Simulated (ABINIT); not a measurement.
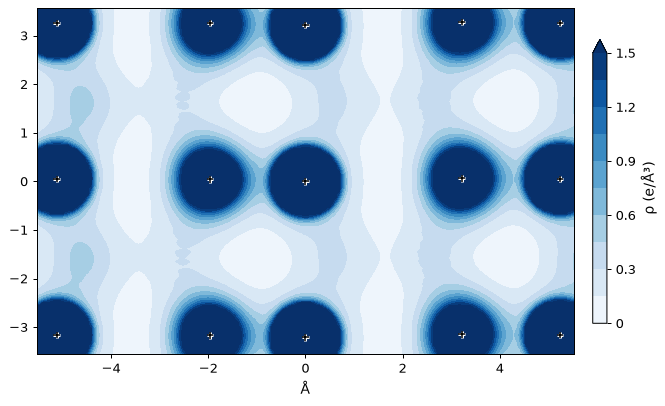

The valence pseudo-density on a plane through atoms (crosses mark nuclei in the plane).

These are results of ABINIT, Kohn-Sham DFT of a periodic cell, PBE, JTH PAW PBE v2.0, not measurements.

Candidates:
A. GaN, a = 3.21 Å, b = 3.21 Å, c = 10.36 Å, α = 90.00°, β = 90.00°, γ = 120.00°. Space group P1; a structure from a database of computed crystals, not necessarily the ambient phase; not relaxed (largest force 1.4 eV/Å).
B. Zr (slab), a = 3.19 Å, b = 3.19 Å, c = 24.02 Å, α = 90.00°, β = 90.00°, γ = 90.00°. 
C. Bi, a = 3.96 Å, b = 3.96 Å, c = 3.96 Å, α = 90.00°, β = 90.00°, γ = 90.00°. Space group Im-3m; a structure from a database of computed crystals, not necessarily the ambient phase.

Which candidate gave the map?

Answer. Candidate A: GaN on the (11̄0) plane of the conventional cell, which holds Ga and N. Ga–N (1.96 Å): ρ at the midpoint is about 0.69 e/Å³. Ga–N (2.02 Å): ρ is about 0.63 e/Å³ halfway.
